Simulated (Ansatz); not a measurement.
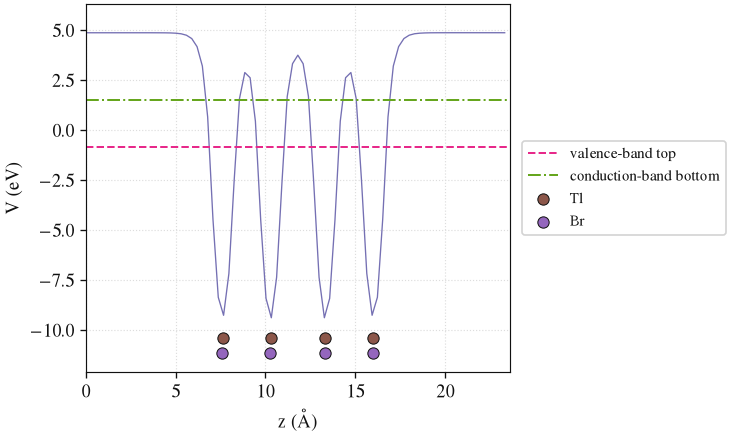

Plane-averaged electrostatic potential energy of an electron across the slab; circles at the bottom mark the heights of the atoms.

System: a (110) slab cut from TlBr (Pm-3m), ended by TlBr planes, 8 atoms in the cell.

```yaml
crystal:
  lattice:
    - [4.05283, 0.00000, 0.00000]
    - [0.00000, 5.73157, 0.00000]
    - [0.00000, 0.00000, 23.59735]
  atoms:
    - { symbol: Tl, position: [0.00000, 0.50000, 0.32311] }
    - { symbol: Br, position: [0.50000, 0.00000, 0.32194] }
    - { symbol: Tl, position: [0.00000, 0.00000, 0.43577] }
    - { symbol: Br, position: [0.50000, 0.50000, 0.43518] }
    - { symbol: Tl, position: [0.00000, 0.50000, 0.56422] }
    - { symbol: Br, position: [0.50000, 0.00000, 0.56484] }
    - { symbol: Tl, position: [0.00000, 0.00000, 0.67687] }
    - { symbol: Br, position: [0.50000, 0.50000, 0.67807] }
```

Level of theory: DFT PBE, scalar-relativistic, plane waves, PAW, no spin polarisation, 7×5×1 k mesh, 420 eV cutoff, Gaussian smearing of 0.05 eV; code Ansatz 0.2.0.

What are the ionisation potential and the electron affinity of the slab?

From the vacuum level at the right face the ionisation potential is 5.69 eV and the electron affinity 3.37 eV; the left face gives the same. The slab's gap, their difference before rounding, is 2.33 eV. The two vacuum levels agree, so the slab has no net dipole along its normal.

How thick are slab and vacuum?

The outermost atoms are 8.4 Å apart, which leaves 15.2 Å of vacuum in a cell 23.6 Å high.

Spin-orbit coupling is left out, which matters for Tl.
